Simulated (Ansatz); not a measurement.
The coordinates of a crystal:

```yaml
crystal:
  lattice:
    - [2.50403, 0.00000, 0.00000]
    - [-1.25202, 2.16856, 0.00000]
    - [0.00000, 0.00000, 4.04914]
  atoms:
    - { symbol: Co, position: [0.66667, 0.33333, 0.25000] }
    - { symbol: Co, position: [0.33333, 0.66667, 0.75000] }
```

> Summarise the structure in words.

The element is cobalt. The structure has P6_3/mmc (No. 194) symmetry and a primitive hexagonal lattice. This arrangement goes by the name hexagonal close-packed (Mg type). The cell holds two atoms. Each Co has twelve Co in an anticuboctahedral arrangement at 2.49 to 2.50 Å. The bonds build a three-dimensional framework.

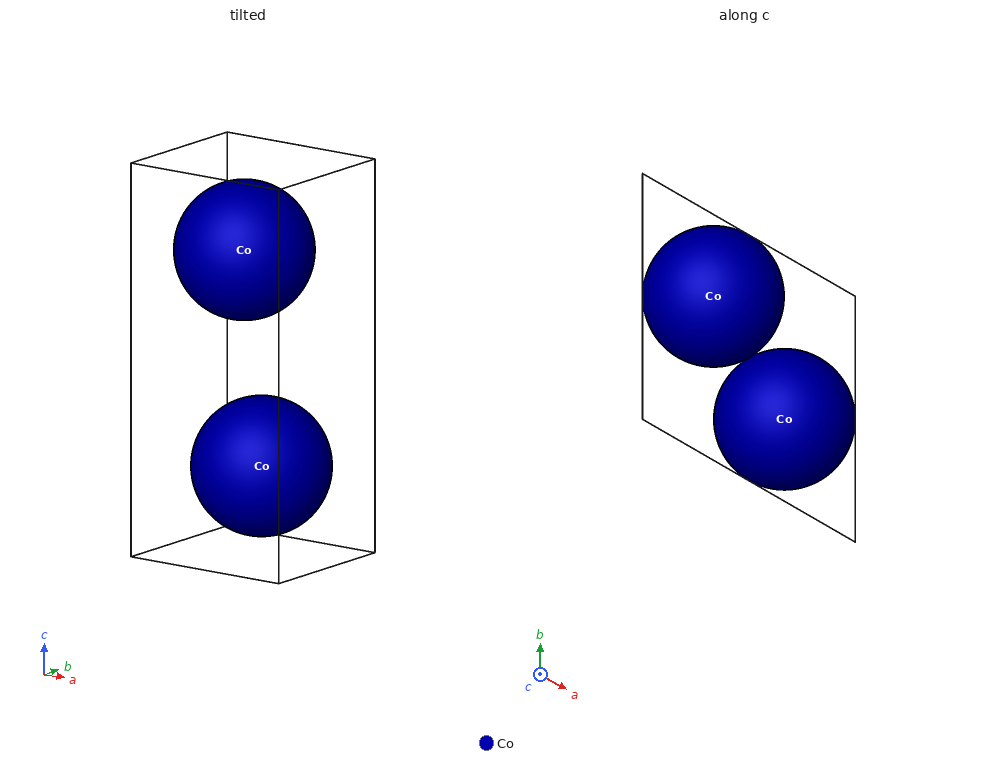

We look at a spheres-only model of the crystal slightly off an axis and along the c axis. The frame is the conventional unit cell; atoms at its boundary are shown with their periodic copies.

The structure comes from a structure listed in the Materials Project. It was relaxed at fixed volume with Ansatz 0.2.0, DFT PBEsol, scalar-relativistic, plane waves, PAW.

At this level of theory the cell isn't at rest (stretched, at -13 GPa), so its distances can differ from those at equilibrium, the more so the softer the solid.
